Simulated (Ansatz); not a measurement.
## Molecular dynamics, with input and output: KCl (part 1 of 2)

KCl (P6₃/mmc, 4 atoms in the cell), computed with DFT, r2SCAN, plane waves, PAW, no spin polarisation (Ansatz 0.2.0).

The structure was built on a prototype by a generator. The geometry comes from this level: r2SCAN. It belongs to a series of runs on one base structure; here: NVT, Nosé–Hoover thermostat at 1300 K.

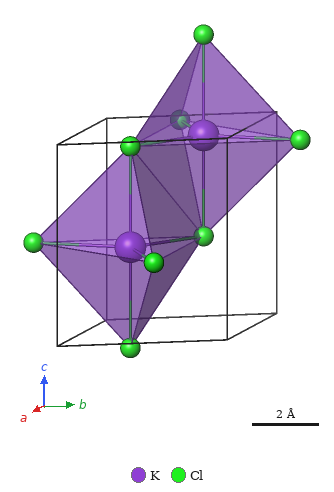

Figure 1. The structure as given in the input (polyhedral view of the cell of the calculation, seen slightly off an axis; polyhedra are completed across the faces of the cell).

## Results in brief

- outcome: finished
- mean temperature over the second half: 713 K
- trajectory: 30 steps, 90 fs
- ensemble: nvt_nose_hoover
- temperature in the input: 1300 K
- time step: 3.0 fs
- space group of the start (tolerance 0.01 Å): P6₃/mmc (194)
- electrons treated: 32
- potential energy (free energy of the electrons) (last step): −5260.4518 eV
- Fermi energy (last step): 2.036 eV
- largest force (length of the vector) (last step): 0.619 eV/Å
- hardware: 4 threads of Intel Xeon @ 2.70GHz, 189 GiB of memory available, shared host
- wall time: 2.2 min (CPU time 7.9 min)
- peak memory: 0.84 GiB

## Notes

The k-point mesh is coarse for a cell of this size, so the results may not be converged. So short a trajectory is not equilibrated. The temperature stays far from the 1300 K of the thermostat over the second half: the run isn't equilibrated.

## Input
```yaml
crystal:
  lattice:
    - [5.3438035411, 0.0, 0.0]
    - [-2.6719017706, 4.6278696194, 0.0]
    - [0.0, 0.0, 6.2391672516]
  atoms:
    - { symbol: K, position: [0.3333333333, 0.6666666667, -0.0625] }
    - { symbol: K, position: [0.6666666667, 0.3333333333, 0.4375] }
    - { symbol: Cl, position: [0.3333333333, 0.6666666667, 0.4375] }
    - { symbol: Cl, position: [0.6666666667, 0.3333333333, 0.9375] }
kpoints:
  mp_grid: { grid: [6, 6, 2] }
hamiltonian:
  xc: r2scan
scf:
  occupations: { method: fermi_dirac, width: 0.112 }
md:
  ensemble: nvt_nose_hoover
  temperature: 1300
  timestep: 3.0
  n_steps: 30
  initial_velocities: maxwell_boltzmann
  seed: 1344
```

Launch command:
```bash
ansatz run input.yaml --threads 4 --pin off --max-ram 3686MiB --backend cpu --events-out ev --progress --plain --runs-dir out
```

## Log
```
Warning: md: disabling space-group detection — thermal motion breaks the input geometry's symmetry, so no spatial operation reduces the k-mesh or symmetrises the density; time reversal is kept, so that k and −k are solved as one point where they differ and the mesh holds both, and exact exchange and, on two spinor components, a DFT+U term hold to it where the run has them: on two components no moment then forms, and a state that bears one, which a typed moment (crystal.atoms[].spin; refused beside efield: under a hybrid functional) reaches, can lie lower, under hf by electronvolts; crystal.symmetry.detect: false (a key that needs symmetry detection or time reversal refuses this as the deck is read) with time_reversal: false beside it drops time reversal too
Engine: ansatz 0.2.0, x86_64-unknown-linux-gnu
Pseudopotentials: kind: paw
Pseudopotential: K, paw, valence charge 9, recommended cutoff 500 eV (meta_gga), K.paw.azcp
Pseudopotential: Cl, paw, valence charge 7, recommended cutoff 500 eV (meta_gga), Cl.paw.azcp
Functional definition: r2SCAN
  parameter k0 = 0.174
  parameter k1 = 0.065
  parameter a1 = 4.9479
  exchange = r2scan_x(k0 = k0, k1 = k1, a1 = a1)
  correlation = r2scan_c
Crystal: 4 atoms, lattice volume = 154.297 Å³
Basis set: ecut = 500 eV, 3899 PW (Γ), exchange–correlation on 160×160×192 points (64 copies of the dense FFT grid, shifted against one another)
Bands: 20, of which v1, the nominal top of the filled ones, is band 16 counted from 1 (15 counted from 0)
Symmetry: 1 space group operations
k-points: 40 of 72 (time reversal used)
Non-local potential: K, projectors of the file, l = 0: 3, l = 1: 2, l = 2: 2
Non-local potential: Cl, projectors of the file, l = 0: 2, l = 1: 2, l = 2: 2
PAW form: soft (Blöchl's): semilocal exchange-correlation on the pseudo side does not see the compensation charge
PAW frozen core: K, regenerated for the run's functional (the file was generated under x = pbe(κ = 0.804, μ = 0.2195149727645171), c = pbe(β = 0.06672455060314922))
PAW frozen core: Cl, regenerated for the run's functional (the file was generated under x = pbe(κ = 0.804, μ = 0.2195149727645171), c = pbe(β = 0.06672455060314922))
PAW one-centre angular grid: K, 302 points (default); XC on 160 Gauss nodes
PAW one-centre angular grid: Cl, 302 points (default); XC on 160 Gauss nodes
Initial density: superposition of atomic densities (neutral atoms: chi_scale 0, normalization atom), corrected by the library's trained network
Initial wavefunctions: pseudopotential atomic-orbital guess
Functional: x = r2scan, c = r2scan; τ floored in thin density (d = 2e-4 eV/Å³)
SCF iter   1: F=—  HF=-5260.632413 eV  |F-HF|=—  |Δ(HF+E_count)|=         —  Δρ=3.45e-3  dr2=8.85e-3  dr2_τ=3.44e-3  ethr=1.77e-3  ⟨swp⟩=6.5  Hψ=4254  notcnv=0
preconditioner: auto → Resta (q_TF=auto, 2.099 Å⁻¹)  ε∞=2.1  [insulator: Δε(μ)=5.428 eV  Ē_g=14.861 eV  σ=0.112 eV  W_gap=1.00  n_scr=22 (ndim 8)  ℏωp=15.8 eV  f_vac=0.253  D(μ)=0.00/eV (n_scr^D=0)  ε∞_Penn≈2.1]
SCF iter   2: F=—  HF=-5260.672445 eV  |F-HF|=—  |Δ(HF+E_count)|=   4.00e-2  Δρ=1.72e-3  dr2=2.15e-3  dr2_τ=7.47e-5  ethr=2.77e-5  ⟨swp⟩=2.0  Hψ=1840  notcnv=0
SCF iter   3: F=—  HF=-5260.672712 eV  |F-HF|=—  |Δ(HF+E_count)|=   2.67e-4  Δρ=2.24e-4  dr2=6.67e-5  dr2_τ=9.85e-6  ethr=6.73e-6  ⟨swp⟩=2.5  Hψ=1493  notcnv=0
SCF iter   4: F=—  HF=-5260.672791 eV  |F-HF|=—  |Δ(HF+E_count)|=   7.92e-5  Δρ=3.85e-5  dr2=3.53e-6  dr2_τ=6.89e-7  ethr=2.09e-7  ⟨swp⟩=2.5  Hψ=1359  notcnv=0
SCF iter   5: F=—  HF=-5260.672895 eV  |F-HF|=—  |Δ(HF+E_count)|=   1.04e-4  Δρ=1.03e-5  dr2=3.33e-7  dr2_τ=1.37e-8  ethr=1.10e-8  ⟨swp⟩=2.1  Hψ=1091  notcnv=0
SCF iter   6: F=—  HF=-5260.672896 eV  |F-HF|=—  |Δ(HF+E_count)|=   1.20e-6  Δρ=1.84e-6  dr2=8.84e-9  dr2_τ=6.25e-10  ethr=1.04e-9  ⟨swp⟩=2.3  Hψ=1357  notcnv=0
SCF iter   7: F=-5260.672896 eV  HF=-5260.672896 eV  |F-HF|=3.46e-11  |Δ(HF+E_count)|=   3.01e-8  Δρ=6.52e-7  dr2=8.72e-10  dr2_τ=1.25e-10  ethr=1.25e-11  ⟨swp⟩=4.0  Hψ=2879  notcnv=0
SCF 1 converged in 7 iterations: F = -5260.672896 eV  dr2 = 8.72e-10
  greatest PAW one-centre occupation: 0.989 electrons in one spin orbital (limit 2), on the K atom at site 0 (counted from 0), in its partial waves of l = 0
md step     0: t =     0.00 fs  T =  1300.0 K  F+E_penalty+E_count = -5260.67289584 eV  E_kin = 0.504114 eV  conserved = -5260.16878184 eV  (7 SCF iters)
Initial density: handed on by an earlier stage of this run
Initial wavefunctions: those handed on with the density
iter 1 solved again at ethr=1.25e-5 eV; its pass at ethr=3.10e-3 eV (dr2=4.02e-3 eV) is discarded
SCF iter   1: F=—  HF=-5260.651046 eV  |F-HF|=—  |Δ(HF+E_count)|=         —  Δρ=1.33e-3  dr2=4.10e-3  dr2_τ=8.56e-2  ethr=1.25e-5  ⟨swp⟩=1.4  Hψ=5260  notcnv=0
preconditioner: auto → Resta (q_TF=auto, 2.099 Å⁻¹)  ε∞=2.1  [insulator: Δε(μ)=5.349 eV  Ē_g=14.783 eV  σ=0.112 eV  W_gap=1.00  n_scr=22 (ndim 8)  ℏωp=15.8 eV  f_vac=0.258  D(μ)=0.00/eV (n_scr^D=0)  ε∞_Penn≈2.1]
SCF iter   2: F=—  HF=-5260.670183 eV  |F-HF|=—  |Δ(HF+E_count)|=   1.91e-2  Δρ=6.40e-4  dr2=8.60e-4  dr2_τ=6.06e-5  ethr=1.25e-5  ⟨swp⟩=2.0  Hψ=1604  notcnv=0
SCF iter   3: F=—  HF=-5260.669863 eV  |F-HF|=—  |Δ(HF+E_count)|=   3.20e-4  Δρ=2.23e-4  dr2=4.87e-5  dr2_τ=1.14e-5  ethr=2.69e-6  ⟨swp⟩=2.7  Hψ=1506  notcnv=0
SCF iter   4: F=—  HF=-5260.669889 eV  |F-HF|=—  |Δ(HF+E_count)|=   2.60e-5  Δρ=5.16e-5  dr2=3.95e-6  dr2_τ=4.13e-7  ethr=1.52e-7  ⟨swp⟩=2.0  Hψ=1277  notcnv=0
SCF iter   5: F=—  HF=-5260.669989 eV  |F-HF|=—  |Δ(HF+E_count)|=   9.97e-5  Δρ=1.13e-5  dr2=3.28e-7  dr2_τ=1.14e-8  ethr=1.23e-8  ⟨swp⟩=2.2  Hψ=1449  notcnv=0
SCF iter   6: F=—  HF=-5260.669989 eV  |F-HF|=—  |Δ(HF+E_count)|=   1.48e-7  Δρ=2.37e-6  dr2=1.06e-8  dr2_τ=1.22e-9  ethr=1.03e-9  ⟨swp⟩=2.0  Hψ=1231  notcnv=0
SCF iter   7: F=-5260.669989 eV  HF=-5260.669989 eV  |F-HF|=6.20e-10  |Δ(HF+E_count)|=   1.01e-8  Δρ=4.34e-7  dr2=4.02e-10  dr2_τ=4.38e-11  ethr=1.25e-11  ⟨swp⟩=4.6  Hψ=2833  notcnv=0
SCF 2 converged in 7 iterations: F = -5260.669989 eV  dr2 = 4.02e-10
md step     1: t =     3.00 fs  T =  1292.4 K  F+E_penalty+E_count = -5260.66998877 eV  E_kin = 0.501180 eV  conserved = -5260.16880950 eV  (7 SCF iters)
[... from here on the SCF iterations and repeated set-up lines of each step are left out, up to the last step ...]
SCF 3 converged in 7 iterations: F = -5260.661077 eV  dr2 = 3.88e-10
md step     2: t =     6.00 fs  T =  1269.4 K  F+E_penalty+E_count = -5260.66107715 eV  E_kin = 0.492256 eV  conserved = -5260.16882911 eV  (7 SCF iters)
SCF 4 converged in 7 iterations: F = -5260.645985 eV  dr2 = 3.75e-10
md step     3: t =     9.00 fs  T =  1230.5 K  F+E_penalty+E_count = -5260.64598530 eV  E_kin = 0.477181 eV  conserved = -5260.16884064 eV  (7 SCF iters)
SCF 5 converged in 7 iterations: F = -5260.624700 eV  dr2 = 3.55e-10
md step     4: t =    12.00 fs  T =  1175.9 K  F+E_penalty+E_count = -5260.62469980 eV  E_kin = 0.455971 eV  conserved = -5260.16883902 eV  (7 SCF iters)
SCF 6 converged in 5 iterations: F = -5260.597439 eV  dr2 = 6.20e-10
md step     5: t =    15.00 fs  T =  1106.0 K  F+E_penalty+E_count = -5260.59743936 eV  E_kin = 0.428880 eV  conserved = -5260.16881704 eV  (5 SCF iters)
SCF 7 converged in 3 iterations: F = -5260.564743 eV  dr2 = 1.07e-9
md step     6: t =    18.00 fs  T =  1022.4 K  F+E_penalty+E_count = -5260.56474347 eV  E_kin = 0.396477 eV  conserved = -5260.16877365 eV  (3 SCF iters)
SCF 8 converged in 3 iterations: F = -5260.527517 eV  dr2 = 7.82e-10
md step     7: t =    21.00 fs  T =   927.6 K  F+E_penalty+E_count = -5260.52751720 eV  E_kin = 0.359700 eV  conserved = -5260.16869902 eV  (3 SCF iters)
SCF 9 converged in 3 iterations: F = -5260.487102 eV  dr2 = 8.18e-10
md step     8: t =    24.00 fs  T =   825.0 K  F+E_penalty+E_count = -5260.48710193 eV  E_kin = 0.319903 eV  conserved = -5260.16859509 eV  (3 SCF iters)
SCF 10 converged in 3 iterations: F = -5260.445265 eV  dr2 = 8.24e-10
md step     9: t =    27.00 fs  T =   719.1 K  F+E_penalty+E_count = -5260.44526511 eV  E_kin = 0.278848 eV  conserved = -5260.16846751 eV  (3 SCF iters)
SCF 11 converged in 7 iterations: F = -5260.404138 eV  dr2 = 2.94e-10
md step    10: t =    30.00 fs  T =   615.4 K  F+E_penalty+E_count = -5260.40413809 eV  E_kin = 0.238642 eV  conserved = -5260.16832253 eV  (7 SCF iters)
SCF 12 converged in 4 iterations: F = -5260.366083 eV  dr2 = 6.49e-10
md step    11: t =    33.00 fs  T =   519.9 K  F+E_penalty+E_count = -5260.36608267 eV  E_kin = 0.201611 eV  conserved = -5260.16817443 eV  (4 SCF iters)
SCF 13 converged in 3 iterations: F = -5260.333465 eV  dr2 = 5.11e-10
md step    12: t =    36.00 fs  T =   438.6 K  F+E_penalty+E_count = -5260.33346493 eV  E_kin = 0.170073 eV  conserved = -5260.16804193 eV  (3 SCF iters)
SCF 14 converged in 3 iterations: F = -5260.308388 eV  dr2 = 3.57e-10
md step    13: t =    39.00 fs  T =   376.8 K  F+E_penalty+E_count = -5260.30838777 eV  E_kin = 0.146098 eV  conserved = -5260.16794338 eV  (3 SCF iters)
SCF 15 converged in 2 iterations: F = -5260.292414 eV  dr2 = 3.30e-9
md step    14: t =    42.00 fs  T =   338.4 K  F+E_penalty+E_count = -5260.29241375 eV  E_kin = 0.131244 eV  conserved = -5260.16789397 eV  (2 SCF iters)
SCF 16 converged in 3 iterations: F = -5260.286336 eV  dr2 = 6.70e-10
md step    15: t =    45.00 fs  T =   325.8 K  F+E_penalty+E_count = -5260.28633561 eV  E_kin = 0.126338 eV  conserved = -5260.16790214 eV  (3 SCF iters)
SCF 17 converged in 2 iterations: F = -5260.290053 eV  dr2 = 3.88e-9
md step    16: t =    48.00 fs  T =   338.8 K  F+E_penalty+E_count = -5260.29005346 eV  E_kin = 0.131365 eV  conserved = -5260.16796686 eV  (2 SCF iters)
SCF 18 converged in 3 iterations: F = -5260.302587 eV  dr2 = 8.73e-10
md step    17: t =    51.00 fs  T =   375.1 K  F+E_penalty+E_count = -5260.30258693 eV  E_kin = 0.145471 eV  conserved = -5260.16807797 eV  (3 SCF iters)
SCF 19 converged in 3 iterations: F = -5260.322218 eV  dr2 = 2.07e-10
md step    18: t =    54.00 fs  T =   430.9 K  F+E_penalty+E_count = -5260.32221775 eV  E_kin = 0.167094 eV  conserved = -5260.16821796 eV  (3 SCF iters)
SCF 20 converged in 3 iterations: F = -5260.346731 eV  dr2 = 7.03e-10
md step    19: t =    57.00 fs  T =   500.8 K  F+E_penalty+E_count = -5260.34673108 eV  E_kin = 0.194182 eV  conserved = -5260.16836760 eV  (3 SCF iters)
SCF 21 converged in 6 iterations: F = -5260.373698 eV  dr2 = 3.04e-9
md step    20: t =    60.00 fs  T =   578.8 K  F+E_penalty+E_count = -5260.37369752 eV  E_kin = 0.224450 eV  conserved = -5260.16850834 eV  (6 SCF iters)
SCF 22 converged in 3 iterations: F = -5260.400744 eV  dr2 = 1.61e-9
md step    21: t =    63.00 fs  T =   659.2 K  F+E_penalty+E_count = -5260.40074413 eV  E_kin = 0.255636 eV  conserved = -5260.16862608 eV  (3 SCF iters)
SCF 23 converged in 3 iterations: F = -5260.425775 eV  dr2 = 1.11e-9
md step    22: t =    66.00 fs  T =   736.8 K  F+E_penalty+E_count = -5260.42577461 eV  E_kin = 0.285708 eV  conserved = -5260.16871280 eV  (3 SCF iters)
SCF 24 converged in 3 iterations: F = -5260.447112 eV  dr2 = 7.35e-10
md step    23: t =    69.00 fs  T =   807.2 K  F+E_penalty+E_count = -5260.44711229 eV  E_kin = 0.313004 eV  conserved = -5260.16876542 eV  (3 SCF iters)
SCF 25 converged in 3 iterations: F = -5260.463571 eV  dr2 = 3.56e-10
md step    24: t =    72.00 fs  T =   867.3 K  F+E_penalty+E_count = -5260.46357113 eV  E_kin = 0.336309 eV  conserved = -5260.16878371 eV  (3 SCF iters)
SCF 26 converged in 3 iterations: F = -5260.474471 eV  dr2 = 4.26e-10
md step    25: t =    75.00 fs  T =   915.2 K  F+E_penalty+E_count = -5260.47447141 eV  E_kin = 0.354877 eV  conserved = -5260.16877012 eV  (3 SCF iters)
SCF 27 converged in 3 iterations: F = -5260.479610 eV  dr2 = 4.59e-10
md step    26: t =    78.00 fs  T =   950.1 K  F+E_penalty+E_count = -5260.47960986 eV  E_kin = 0.368414 eV  conserved = -5260.16872980 eV  (3 SCF iters)
SCF 28 converged in 2 iterations: F = -5260.479204 eV  dr2 = 2.93e-9
md step    27: t =    81.00 fs  T =   972.3 K  F+E_penalty+E_count = -5260.47920379 eV  E_kin = 0.377030 eV  conserved = -5260.16866885 eV  (2 SCF iters)
SCF 29 converged in 3 iterations: F = -5260.473826 eV  dr2 = 9.45e-10
md step    28: t =    84.00 fs  T =   983.0 K  F+E_penalty+E_count = -5260.47382599 eV  E_kin = 0.381192 eV  conserved = -5260.16859184 eV  (3 SCF iters)
SCF 30 converged in 2 iterations: F = -5260.464329 eV  dr2 = 3.17e-9
md step    29: t =    87.00 fs  T =   984.2 K  F+E_penalty+E_count = -5260.46432947 eV  E_kin = 0.381654 eV  conserved = -5260.16850351 eV  (2 SCF iters)
iter 1 solved again at ethr=3.89e-6 eV; its pass at ethr=3.10e-3 eV (dr2=1.25e-3 eV) is discarded
SCF iter   1: F=—  HF=-5260.447454 eV  |F-HF|=—  |Δ(HF+E_count)|=         —  Δρ=8.94e-4  dr2=1.32e-3  dr2_τ=3.32e-2  ethr=3.89e-6  ⟨swp⟩=2.0  Hψ=5411  notcnv=0
preconditioner: auto → Resta (q_TF=auto, 2.099 Å⁻¹)  ε∞=2.2  [insulator: Δε(μ)=5.211 eV  Ē_g=14.685 eV  σ=0.112 eV  W_gap=1.00  n_scr=22 (ndim 8)  ℏωp=15.8 eV  f_vac=0.255  D(μ)=0.00/eV (n_scr^D=0)  ε∞_Penn≈2.2]
SCF iter   2: F=—  HF=-5260.451724 eV  |F-HF|=—  |Δ(HF+E_count)|=   4.27e-3  Δρ=3.89e-4  dr2=3.33e-4  dr2_τ=1.96e-5  ethr=3.89e-6  ⟨swp⟩=2.0  Hψ=1600  notcnv=0
SCF iter   3: F=—  HF=-5260.451646 eV  |F-HF|=—  |Δ(HF+E_count)|=   7.75e-5  Δρ=1.50e-4  dr2=2.48e-5  dr2_τ=4.99e-6  ethr=1.04e-6  ⟨swp⟩=3.0  Hψ=1599  notcnv=0
SCF iter   4: F=—  HF=-5260.451667 eV  |F-HF|=—  |Δ(HF+E_count)|=   2.08e-5  Δρ=4.52e-5  dr2=3.34e-6  dr2_τ=2.41e-7  ethr=7.75e-8  ⟨swp⟩=3.0  Hψ=1528  notcnv=0
SCF iter   5: F=—  HF=-5260.451764 eV  |F-HF|=—  |Δ(HF+E_count)|=   9.65e-5  Δρ=8.68e-6  dr2=1.15e-7  dr2_τ=6.84e-9  ethr=1.04e-8  ⟨swp⟩=2.0  Hψ=1321  notcnv=0
SCF iter   6: F=—  HF=-5260.451764 eV  |F-HF|=—  |Δ(HF+E_count)|=   2.51e-7  Δρ=1.97e-6  dr2=7.50e-9  dr2_τ=1.01e-9  ethr=3.59e-10  ⟨swp⟩=2.0  Hψ=1360  notcnv=0
SCF iter   7: F=-5260.451764 eV  HF=-5260.451764 eV  |F-HF|=9.92e-10  |Δ(HF+E_count)|=   5.90e-9  Δρ=4.93e-7  dr2=3.72e-10  dr2_τ=3.53e-11  ethr=1.25e-11  ⟨swp⟩=4.0  Hψ=2800  notcnv=0
SCF 31 converged in 7 iterations: F = -5260.451764 eV  dr2 = 3.72e-10
md step    30: t =    90.00 fs  T =   978.3 K  F+E_penalty+E_count = -5260.45176389 eV  E_kin = 0.379380 eV  conserved = -5260.16841134 eV  (7 SCF iters)
iter 1 solved again at ethr=1.13e-12 eV; its pass at ethr=3.10e-3 eV (dr2=3.62e-10 eV) is discarded
SCF iter   1: F=—  HF=-5260.451764 eV  |F-HF|=—  |Δ(HF+E_count)|=         —  Δρ=4.93e-7  dr2=3.72e-10  dr2_τ=3.52e-11  ethr=1.13e-12  ⟨swp⟩=3.5  Hψ=4842  notcnv=0
preconditioner: auto → Resta (q_TF=auto, 2.099 Å⁻¹)  ε∞=2.2  [insulator: Δε(μ)=5.209 eV  Ē_g=14.692 eV  σ=0.112 eV  W_gap=1.00  n_scr=22 (ndim 8)  ℏωp=15.8 eV  f_vac=0.255  D(μ)=0.00/eV (n_scr^D=0)  ε∞_Penn≈2.2]
SCF iter   2: F=-5260.451764 eV  HF=-5260.451764 eV  |F-HF|=4.55e-10  |Δ(HF+E_count)|=  6.51e-10  Δρ=2.78e-7  dr2=1.28e-10  dr2_τ=6.75e-12  ethr=1.13e-12  ⟨swp⟩=3.0  Hψ=2124  notcnv=0
SCF 32 converged in 2 iterations: F = -5260.451764 eV  dr2 = 1.28e-10
```

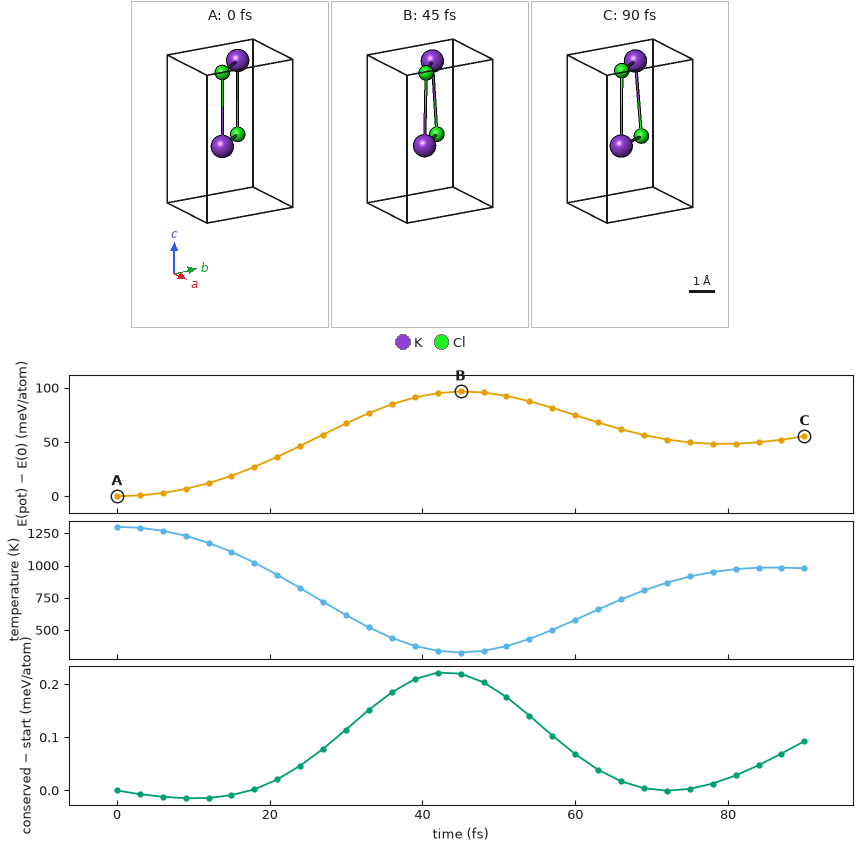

Figure 2. Frames of the molecular dynamics (ball-and-stick, simulation cell, seen slightly off an axis) above the curves, on which the letters mark them. The trajectory kept here has 31 frames over 90 fs. The temperature starts at 1300 K, ranges from 326 to 1300 K and averages 713 K over the second half. The potential energy ends 55.3 meV/atom above its first value. The conserved quantity stays within 0.24 meV/atom. With the common drift removed, the root-mean-square displacement is 0.35 Å.

```
SCF converged after 2 iterations
Free energy (F): -5260.451764 eV
Harris-Foulkes:  -5260.451764 eV  (|F-HF|=4.55e-10)
Internal energy: -5260.451764 eV  (E = F + TS)
E sigma→0 (E₀):  -5260.451764 eV
Fermi energy:    2.036107 eV
--- Per-component energies (eV) ---
  E_band       = -328.983656
  E_kinetic    = 831.355361
  E_local      = -2012.097978  (includes V_loc(G=0)·N_el)
  E_nonlocal   = 81.639913
  E_hartree    = 709.290653
  E_xc         = -477.533493
  E_vxc        = -644.736724  (∫ρ·V_xc dr)
  E_paw        = -2908.905379  (= ΣΔE_a)
  E_vpaw       = -40.995215  (= ΣTr[D̂ρ^β])
  E_aug_tail   = 0.000068  (compensation charges beyond the density's cutoff)
  E_vtau       = 37.269503  (kinetic-family band-sum trace: ∫τ·v_τ [+ j·A + Jᵃ·Aᵃ] dr)
  E_ewald      = -1483.535726
  E_core_change = -0.665184  (= ΣΔE_core)
  E_smearing   = -0.000000  (= −TS)
  E_closure    = 0.000000  (closes the sum)
  Σ components = -5260.451764   (vs F -5260.451764, Δ=0.00e0)
--- Forces (eV/Å), atoms counted from 1 ---
  atom   1  K     -0.19100729     0.23870627     0.10055749
  atom   2  K     -0.26591387     0.54444772    -0.12886118
  atom   3  Cl    -0.04379226    -0.49758357     0.01494689
  atom   4  Cl     0.50079556    -0.28558184     0.01335197
  max |Σ_I F_I| component: 8.21e-5 eV/Å
--- MD trajectory: 30 steps, t = 0.0 → 90.0 fs ---
  final state: T = 978.3 K   F+E_penalty+E_count = -5260.45176389 eV   E_kin = 0.379380 eV
  conserved energy: peak-to-peak 9.467e-4 eV (2.367e-4 eV/atom) over 90.0 fs
```

## File md.tsv
```
# step	time_fs	lagrangian_ev	e_kin_ev	conserved_ev	temperature_k	n_scf	instantaneous_pressure_gpa	pulay_correction_pressure_gpa	volume_ang3	basis_selection	selection_volumetric_strain	selection_max_deviatoric_strain	pulay_correction_read	pulay_correction_kernel_widenings	a_ang	b_ang	c_ang	alpha_deg	beta_deg	gamma_deg	quantum_kinetic_energy_ev	gyration_radius_ang	target_temperature_k	e_deformation_potential
0	0.000000	-5.2606728958e3	5.0411399584e-1	-5.2601687818e3	1300.0000	7	nan	nan	nan	nan	nan	nan	nan	nan	nan	nan	nan	nan	nan	nan	nan	nan	nan	0.0000000000e0
1	3.000000	-5.2606699888e3	5.0117992078e-1	-5.2601688095e3	1292.4337	7	nan	nan	nan	nan	nan	nan	nan	nan	nan	nan	nan	nan	nan	nan	nan	nan	nan	0.0000000000e0
2	6.000000	-5.2606610771e3	4.9225584821e-1	-5.2601688291e3	1269.4204	7	nan	nan	nan	nan	nan	nan	nan	nan	nan	nan	nan	nan	nan	nan	nan	nan	nan	0.0000000000e0
3	9.000000	-5.2606459853e3	4.7718125208e-1	-5.2601688406e3	1230.5463	7	nan	nan	nan	nan	nan	nan	nan	nan	nan	nan	nan	nan	nan	nan	nan	nan	nan	0.0000000000e0
4	12.000000	-5.2606246998e3	4.5597111550e-1	-5.2601688390e3	1175.8500	7	nan	nan	nan	nan	nan	nan	nan	nan	nan	nan	nan	nan	nan	nan	nan	nan	nan	0.0000000000e0
5	15.000000	-5.2605974394e3	4.2887978371e-1	-5.2601688170e3	1105.9874	5	nan	nan	nan	nan	nan	nan	nan	nan	nan	nan	nan	nan	nan	nan	nan	nan	nan	0.0000000000e0
6	18.000000	-5.2605647435e3	3.9647660720e-1	-5.2601687736e3	1022.4267	3	nan	nan	nan	nan	nan	nan	nan	nan	nan	nan	nan	nan	nan	nan	nan	nan	nan	0.0000000000e0
```
